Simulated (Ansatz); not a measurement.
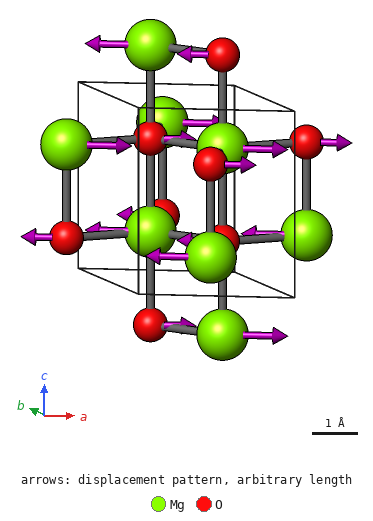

The lowest optical mode of solid MgO, space group P6₃/mmc (No. 194), at the zone centre. Displacements are drawn as purple arrows; their common scale and sign are arbitrary. Style: ball-and-stick. Shown: the cell of the calculation, slightly off an axis.

Computed with DFT PBE, scalar-relativistic, plane waves, PAW in Ansatz 0.2.0.

Input
```yaml
crystal:
  lattice:
    - [3.5207812466, 0.0, 0.0]
    - [-1.7603906233, 3.0490860007, 0.0]
    - [0.0, 0.0, 4.2381809045]
  atoms:
    - { symbol: Mg, position: [0.6666666667, 0.3333333333, 0.75] }
    - { symbol: Mg, position: [0.3333333333, 0.6666666667, 0.25] }
    - { symbol: O, position: [0.6666666667, 0.3333333333, 0.25] }
    - { symbol: O, position: [0.3333333333, 0.6666666667, 0.75] }
basis:
  ecutwfc: 420
kpoints:
  mp_grid: { grid: [6, 6, 6] }
hamiltonian:
  xc: pbe
scf:
  occupations: { method: fixed }
output:
  eigenvalues: true
phonons:
  method: dfpt
  dielectric: true
  rigid_motions: translations
  eigenvectors: true
  qmesh: [2, 2, 2]
  temperatures: { t_max: 1000, t_step: 100 }
  qpath:
    path:
      - [[0.0, 0.0, 0.0], [0.5, 0.0, 0.0], [0.33333333, 0.33333333, 0.0], [0.0, 0.0, 0.0], [0.0, 0.0, 0.5], [0.5, 0.0, 0.5], [0.33333333, 0.33333333, 0.5], [0.0, 0.0, 0.5]]
      - [[0.5, 0.0, 0.5], [0.5, 0.0, 0.0]]
      - [[0.33333333, 0.33333333, 0.5], [0.33333333, 0.33333333, 0.0]]
    npoints: 8
```

Run as
```bash
ansatz run input.yaml --threads 1 --pin off --max-ram 2560MiB --backend cpu --events-out ev --progress --plain --runs-dir out
```

Frequencies are those without the non-analytic (LO–TO) term.

Is this crystal at a minimum with respect to the drawn distortion?

Answer. Yes: this softest mode has a real frequency, and so have all others here. That speaks for this wave vector alone: the rest of the zone wasn't checked in this run. This is the E₂g mode (doubly degenerate; one member of the set is drawn) at 286 cm⁻¹, the lowest optical level, Raman-active by symmetry. All motion is along a; atoms of one kind move against one another, with no net shift of any sublattice; it mainly bends the Mg–O bonds; the kinetic energy is shared as Mg 75 %, O 25 %.
